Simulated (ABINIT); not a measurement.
## Phonon calculation, with input and output: CdF2 (part 2 of 3)

Continued. System: CdF2 (Fm-3m, 3 atoms in the cell). Method: Kohn-Sham DFT of a periodic cell, PBE, PseudoDojo NC SR PBE v0.4.1 standard, no spin polarisation (ABINIT 10.8.3); cutoff 1251.72 eV, 4×4×4 k-mesh, fixed occupations. The structure derives from an entry of the Crystallography Open Database.

Geometry of the input (Å; fractional positions):
```
0.0000  2.6940  2.6940
2.6940  0.0000  2.6940
2.6940  2.6940  0.0000
Cd 0.0000  0.0000  0.0000
F  0.7500  0.7500  0.7500
F  0.2500  0.2500  0.2500
```

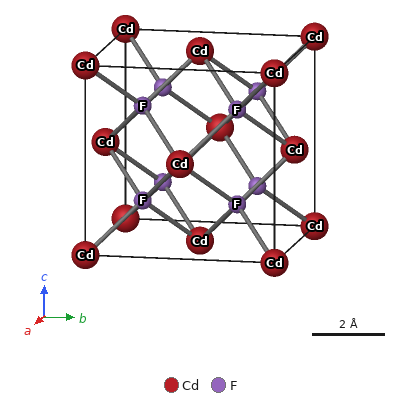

*The structure as given in the input (ball-and-stick view of the cell 4 times as large as that of the calculation, set on its symmetry axes, seen slightly off an axis). An atom can appear more than once, as a periodic image.*

Log, continued
```
--- !EnergyTerms
iteration_state     : {dtset: 1, }
comment             : Components of total free energy in Hartree
kinetic             :  9.42031177091162E+01
hartree             :  6.59539440412000E+01
xc                  : -3.53694501703852E+01
Ewald energy        : -1.39421659605292E+02
psp_core            :  4.24111874340140E+00
local_psp           : -2.13303503139480E+02
non_local_psp       : -1.01650392934330E+00
total_energy        : -2.24712936350782E+02
total_energy_eV     : -6.11475050550968E+03
band_energy         : -2.17915858686957E+01
...

 Cartesian components of stress tensor (hartree/bohr^3)
  sigma(1 1)= -1.55969923E-04  sigma(3 2)=  0.00000000E+00
  sigma(2 2)= -1.55969923E-04  sigma(3 1)=  0.00000000E+00
  sigma(3 3)= -1.55969923E-04  sigma(2 1)=  0.00000000E+00

-Cartesian components of stress tensor (GPa)         [Pressure=  4.5888E+00 GPa]
- sigma(1 1)= -4.58879357E+00  sigma(3 2)=  0.00000000E+00
- sigma(2 2)= -4.58879357E+00  sigma(3 1)=  0.00000000E+00
- sigma(3 3)= -4.58879357E+00  sigma(2 1)=  0.00000000E+00

================================================================================
== DATASET  2 ==================================================================

--- !DatasetInfo
iteration_state: {dtset: 2, }
dimensions: {natom: 3, nkpt: 128, mband: 17, nsppol: 1, nspinor: 1, nspden: 1, mpw: 3947, }
cutoff_energies: {ecut:  46.0, pawecutdg:  -1.0, }
electrons: {nelect:   3.40000000E+01, charge:   0.00000000E+00, occopt:   1.00000000E+00, tsmear:   1.00000000E-02, }
meta: {optdriver: 1, rfelfd: 2, }
...

 mkfilename : getwfk/=0, take file _WFK from output of DATASET   1.

 Exchange-correlation functional for the present dataset will be:
  GGA: Perdew-Burke-Ernzerhof functional - ixc=11
  J.P.Perdew, K.Burke, M.Ernzerhof, PRL 77, 3865 (1996)

 Real(R)+Recip(G) space primitive vectors, cartesian coordinates (Bohr,Bohr^-1):
 R(1)=  0.0000000  5.0909222  5.0909222  G(1)= -0.0982140  0.0982140  0.0982140
 R(2)=  5.0909222  0.0000000  5.0909222  G(2)=  0.0982140 -0.0982140  0.0982140
 R(3)=  5.0909222  5.0909222  0.0000000  G(3)=  0.0982140  0.0982140 -0.0982140
 Unit cell volume ucvol=  2.6388784E+02 bohr^3
 Angles (23,13,12)=  6.00000000E+01  6.00000000E+01  6.00000000E+01 degrees
 setup1 : take into account q-point for computing boxcut.

 getcut: wavevector=  0.0000  0.0000  0.0000  ngfft=  45  45  45
         ecut(hartree)=     46.000   => boxcut(ratio)=   2.00169
--------------------------------------------------------------------------------

 ==>  initialize data related to q vector <==

 The list of irreducible perturbations for this q vector is:
    1)    idir= 1    ipert=   4
    2)    idir= 2    ipert=   4
    3)    idir= 3    ipert=   4

================================================================================

--------------------------------------------------------------------------------
 Perturbation wavevector (in red.coord.)   0.000000  0.000000  0.000000
 Perturbation : derivative vs k along direction   1
 The set of symmetries contains only one element for this perturbation.
 symkpt : not enough symmetry to change the number of k points.

--------------------------------------------------------------------------------

--------------------------------------------------------------------------------

 Initialisation of the first-order wave-functions :
  ireadwf=   0

--- !BeginCycle
iteration_state: {dtset: 2, }
solver: {iscf: -3, nstep: 80, nline: 4, wfoptalg: 0, }
tolerances: {tolwfr: 1.00E-18, }
...

     iter   2DEtotal(Ha)        deltaE(Ha) residm    vres2
-ETOT  1  -39.899082445171     -3.990E+01 1.279E+00 0.000E+00
 ETOT  2  -40.247879420753     -3.488E-01 8.509E-02 0.000E+00
 ETOT  3  -40.263113239368     -1.523E-02 6.695E-03 0.000E+00
 ETOT  4  -40.264331155799     -1.218E-03 9.240E-04 0.000E+00
 ETOT  5  -40.264456579150     -1.254E-04 1.791E-04 0.000E+00
 ETOT  6  -40.264471423131     -1.484E-05 1.817E-05 0.000E+00
 ETOT  7  -40.264473392180     -1.969E-06 5.924E-06 0.000E+00
 ETOT  8  -40.264473676424     -2.842E-07 6.215E-07 0.000E+00
 ETOT  9  -40.264473720596     -4.417E-08 2.154E-07 0.000E+00
 ETOT 10  -40.264473727852     -7.256E-09 2.167E-08 0.000E+00
 ETOT 11  -40.264473729101     -1.249E-09 8.161E-09 0.000E+00
 ETOT 12  -40.264473729323     -2.222E-10 7.612E-10 0.000E+00
 ETOT 13  -40.264473729364     -4.062E-11 3.163E-10 0.000E+00
 ETOT 14  -40.264473729371     -7.610E-12 2.695E-11 0.000E+00
 ETOT 15  -40.264473729373     -1.400E-12 1.247E-11 0.000E+00
 ETOT 16  -40.264473729373     -3.268E-13 1.008E-12 0.000E+00
 ETOT 17  -40.264473729373     -4.263E-14 5.010E-13 0.000E+00
 ETOT 18  -40.264473729373     -1.421E-14 3.847E-14 0.000E+00
 ETOT 19  -40.264473729373      0.000E+00 2.055E-14 0.000E+00
 ETOT 20  -40.264473729373      7.105E-15 1.488E-15 0.000E+00
 ETOT 21  -40.264473729373      7.105E-15 8.632E-16 0.000E+00
 ETOT 22  -40.264473729373      7.105E-15 5.866E-17 0.000E+00
 ETOT 23  -40.264473729373      2.842E-14 3.702E-17 0.000E+00
 ETOT 24  -40.264473729373     -2.132E-14 2.358E-18 0.000E+00
 ETOT 25  -40.264473729373     -7.105E-15 9.975E-19 0.000E+00

 At SCF step   25   max residual=  9.97E-19 < tolwfr=  1.00E-18 =>converged.
================================================================================

 ----iterations are completed or convergence reached----

 Mean square residual over all n,k,spin=   56.178E-20; max=  99.750E-20
 dfpt_looppert : ek2=    7.7684968748E+01
          f-sum rule ratio=    9.9994444120E-01
 Expectation of eigenvalue derivatives (hartree) for nkpt= 128  k points:
  (in case of degenerate eigenvalues, averaged derivative)
 kpt#   1, nband= 17, wtk=  0.00781, kpt= -0.1250 -0.2500  0.0000 (reduced coord)
  -0.00000   -0.00002    0.00004    0.00006   -0.00667    0.00419   -0.02422   -0.02360
  -0.01663    0.05159   -0.01214    0.04509    0.07580    0.09017   -0.14644    0.00439
  -0.02224
 prteigrs : prtvol=0 or 1, do not print more k-points.

 2DEtotal=   -0.4026447373E+02 Ha. Also 2DEtotal=   -0.109565214664E+04 eV
    (  non-var. 2DEtotal :   -4.0264473727E+01 Ha)

--------------------------------------------------------------------------------
 Perturbation wavevector (in red.coord.)   0.000000  0.000000  0.000000
 Perturbation : derivative vs k along direction   2
 The set of symmetries contains only one element for this perturbation.
 symkpt : not enough symmetry to change the number of k points.

--------------------------------------------------------------------------------

--------------------------------------------------------------------------------

 Initialisation of the first-order wave-functions :
  ireadwf=   0

--- !BeginCycle
iteration_state: {dtset: 2, }
solver: {iscf: -3, nstep: 80, nline: 4, wfoptalg: 0, }
tolerances: {tolwfr: 1.00E-18, }
...

     iter   2DEtotal(Ha)        deltaE(Ha) residm    vres2
-ETOT  1  -39.899082444602     -3.990E+01 1.279E+00 0.000E+00
 ETOT  2  -40.247879420176     -3.488E-01 8.509E-02 0.000E+00
 ETOT  3  -40.263113238765     -1.523E-02 6.695E-03 0.000E+00
 ETOT  4  -40.264331155221     -1.218E-03 9.240E-04 0.000E+00
 ETOT  5  -40.264456578572     -1.254E-04 1.791E-04 0.000E+00
 ETOT  6  -40.264471422554     -1.484E-05 1.817E-05 0.000E+00
 ETOT  7  -40.264473391603     -1.969E-06 5.924E-06 0.000E+00
 ETOT  8  -40.264473675847     -2.842E-07 6.215E-07 0.000E+00
 ETOT  9  -40.264473720019     -4.417E-08 2.154E-07 0.000E+00
 ETOT 10  -40.264473727275     -7.256E-09 2.167E-08 0.000E+00
 ETOT 11  -40.264473728524     -1.249E-09 8.161E-09 0.000E+00
 ETOT 12  -40.264473728746     -2.222E-10 7.612E-10 0.000E+00
 ETOT 13  -40.264473728787     -4.069E-11 3.163E-10 0.000E+00
 ETOT 14  -40.264473728794     -7.560E-12 2.695E-11 0.000E+00
 ETOT 15  -40.264473728796     -1.414E-12 1.247E-11 0.000E+00
 ETOT 16  -40.264473728796     -3.126E-13 1.008E-12 0.000E+00
 ETOT 17  -40.264473728796     -5.684E-14 5.010E-13 0.000E+00
 ETOT 18  -40.264473728796      0.000E+00 3.847E-14 0.000E+00
 ETOT 19  -40.264473728796     -7.105E-15 2.055E-14 0.000E+00
 ETOT 20  -40.264473728796     -7.105E-15 1.488E-15 0.000E+00
 ETOT 21  -40.264473728796     -7.105E-15 8.632E-16 0.000E+00
 ETOT 22  -40.264473728796      1.421E-14 5.866E-17 0.000E+00
 ETOT 23  -40.264473728796      1.421E-14 3.702E-17 0.000E+00
 ETOT 24  -40.264473728796     -7.105E-15 2.358E-18 0.000E+00
 ETOT 25  -40.264473728796      0.000E+00 9.975E-19 0.000E+00

 At SCF step   25   max residual=  9.97E-19 < tolwfr=  1.00E-18 =>converged.
================================================================================

 ----iterations are completed or convergence reached----

 Mean square residual over all n,k,spin=   56.176E-20; max=  99.748E-20
 dfpt_looppert : ek2=    7.7684968748E+01
          f-sum rule ratio=    9.9994444119E-01
 Expectation of eigenvalue derivatives (hartree) for nkpt= 128  k points:
  (in case of degenerate eigenvalues, averaged derivative)
 kpt#   1, nband= 17, wtk=  0.00781, kpt= -0.1250 -0.2500  0.0000 (reduced coord)
  -0.00001    0.00024    0.00005    0.00005   -0.04067    0.03499   -0.04262   -0.04388
  -0.13106    0.01775   -0.00495    0.19464    0.10086    0.09647    0.10678   -0.00452
  -0.01688
 prteigrs : prtvol=0 or 1, do not print more k-points.

 2DEtotal=   -0.4026447373E+02 Ha. Also 2DEtotal=   -0.109565214663E+04 eV
    (  non-var. 2DEtotal :   -4.0264473726E+01 Ha)

--------------------------------------------------------------------------------
 Perturbation wavevector (in red.coord.)   0.000000  0.000000  0.000000
 Perturbation : derivative vs k along direction   3
 The set of symmetries contains only one element for this perturbation.
 symkpt : not enough symmetry to change the number of k points.

--------------------------------------------------------------------------------

--------------------------------------------------------------------------------

 Initialisation of the first-order wave-functions :
  ireadwf=   0

--- !BeginCycle
iteration_state: {dtset: 2, }
solver: {iscf: -3, nstep: 80, nline: 4, wfoptalg: 0, }
tolerances: {tolwfr: 1.00E-18, }
...

     iter   2DEtotal(Ha)        deltaE(Ha) residm    vres2
-ETOT  1  -39.899082444033     -3.990E+01 1.279E+00 0.000E+00
 ETOT  2  -40.247879419600     -3.488E-01 8.509E-02 0.000E+00
 ETOT  3  -40.263113238184     -1.523E-02 6.695E-03 0.000E+00
 ETOT  4  -40.264331154644     -1.218E-03 9.240E-04 0.000E+00
 ETOT  5  -40.264456577995     -1.254E-04 1.791E-04 0.000E+00
 ETOT  6  -40.264471421976     -1.484E-05 1.817E-05 0.000E+00
 ETOT  7  -40.264473391025     -1.969E-06 5.924E-06 0.000E+00
 ETOT  8  -40.264473675269     -2.842E-07 6.215E-07 0.000E+00
 ETOT  9  -40.264473719441     -4.417E-08 2.154E-07 0.000E+00
 ETOT 10  -40.264473726698     -7.256E-09 2.167E-08 0.000E+00
 ETOT 11  -40.264473727947     -1.249E-09 8.161E-09 0.000E+00
 ETOT 12  -40.264473728169     -2.222E-10 7.612E-10 0.000E+00
 ETOT 13  -40.264473728209     -4.059E-11 3.163E-10 0.000E+00
 ETOT 14  -40.264473728217     -7.567E-12 2.695E-11 0.000E+00
 ETOT 15  -40.264473728218     -1.428E-12 1.247E-11 0.000E+00
 ETOT 16  -40.264473728219     -2.984E-13 1.008E-12 0.000E+00
 ETOT 17  -40.264473728219     -2.842E-14 5.010E-13 0.000E+00
 ETOT 18  -40.264473728219      7.105E-15 3.847E-14 0.000E+00
 ETOT 19  -40.264473728219     -2.842E-14 2.055E-14 0.000E+00
 ETOT 20  -40.264473728219      7.105E-15 1.488E-15 0.000E+00
 ETOT 21  -40.264473728219      0.000E+00 8.632E-16 0.000E+00
 ETOT 22  -40.264473728219     -7.105E-15 5.866E-17 0.000E+00
 ETOT 23  -40.264473728219      7.105E-15 3.702E-17 0.000E+00
 ETOT 24  -40.264473728219     -3.553E-14 2.358E-18 0.000E+00
 ETOT 25  -40.264473728219      1.421E-14 9.975E-19 0.000E+00

 At SCF step   25   max residual=  9.97E-19 < tolwfr=  1.00E-18 =>converged.
================================================================================

 ----iterations are completed or convergence reached----

 Mean square residual over all n,k,spin=   56.182E-20; max=  99.748E-20
 dfpt_looppert : ek2=    7.7684968748E+01
          f-sum rule ratio=    9.9994444117E-01
 Expectation of eigenvalue derivatives (hartree) for nkpt= 128  k points:
  (in case of degenerate eigenvalues, averaged derivative)
 kpt#   1, nband= 17, wtk=  0.00781, kpt= -0.1250 -0.2500  0.0000 (reduced coord)
   0.00001   -0.00011   -0.00005   -0.00006    0.02367   -0.01959    0.03342    0.03374
   0.07384   -0.03467    0.00854   -0.11986   -0.08833   -0.09332    0.01983    0.00007
   0.01956
 prteigrs : prtvol=0 or 1, do not print more k-points.

 2DEtotal=   -0.4026447373E+02 Ha. Also 2DEtotal=   -0.109565214661E+04 eV
    (  non-var. 2DEtotal :   -4.0264473726E+01 Ha)
================================================================================

 ---- first-order wavefunction calculations are completed ----

 Total localisation tensor (bohr^2) in cartesian coordinates
  WARNING : still subject to testing - especially symmetries.
      direction              matrix element
   alpha     beta       real part   imaginary part
     1        1       0.5904372799    0.0000000000
     1        2       0.2952186399    0.0000000000
     1        3       0.2952186399    0.0000000000
     2        1       0.2952186399    0.0000000000
     2        2       0.5904372799   -0.0000000000
     2        3       0.2952186400   -0.0000000000
     3        1       0.2952186399    0.0000000000
     3        2       0.2952186400   -0.0000000000
     3        3       0.5904372799   -0.0000000000

 respfn : d/dk was computed, but no 2DTE, so no DDB output.

================================================================================
== DATASET  3 ==================================================================

--- !DatasetInfo
iteration_state: {dtset: 3, }
dimensions: {natom: 3, nkpt: 128, mband: 17, nsppol: 1, nspinor: 1, nspden: 1, mpw: 3947, }
cutoff_energies: {ecut:  46.0, pawecutdg:  -1.0, }
electrons: {nelect:   3.40000000E+01, charge:   0.00000000E+00, occopt:   1.00000000E+00, tsmear:   1.00000000E-02, }
meta: {optdriver: 1, rfelfd: 3, rfphon: 1, }
...

 mkfilename : getwfk/=0, take file _WFK from output of DATASET   1.

 mkfilename : getddk/=0, take file _1WF from output of DATASET   2.

 Exchange-correlation functional for the present dataset will be:
  GGA: Perdew-Burke-Ernzerhof functional - ixc=11
  J.P.Perdew, K.Burke, M.Ernzerhof, PRL 77, 3865 (1996)

 Real(R)+Recip(G) space primitive vectors, cartesian coordinates (Bohr,Bohr^-1):
 R(1)=  0.0000000  5.0909222  5.0909222  G(1)= -0.0982140  0.0982140  0.0982140
 R(2)=  5.0909222  0.0000000  5.0909222  G(2)=  0.0982140 -0.0982140  0.0982140
 R(3)=  5.0909222  5.0909222  0.0000000  G(3)=  0.0982140  0.0982140 -0.0982140
 Unit cell volume ucvol=  2.6388784E+02 bohr^3
 Angles (23,13,12)=  6.00000000E+01  6.00000000E+01  6.00000000E+01 degrees
 setup1 : take into account q-point for computing boxcut.

 getcut: wavevector=  0.0000  0.0000  0.0000  ngfft=  45  45  45
         ecut(hartree)=     46.000   => boxcut(ratio)=   2.00169
--------------------------------------------------------------------------------

 ==>  initialize data related to q vector <==

 The list of irreducible perturbations for this q vector is:
    1)    idir= 1    ipert=   1
    2)    idir= 1    ipert=   2
    3)    idir= 1    ipert=   5
```
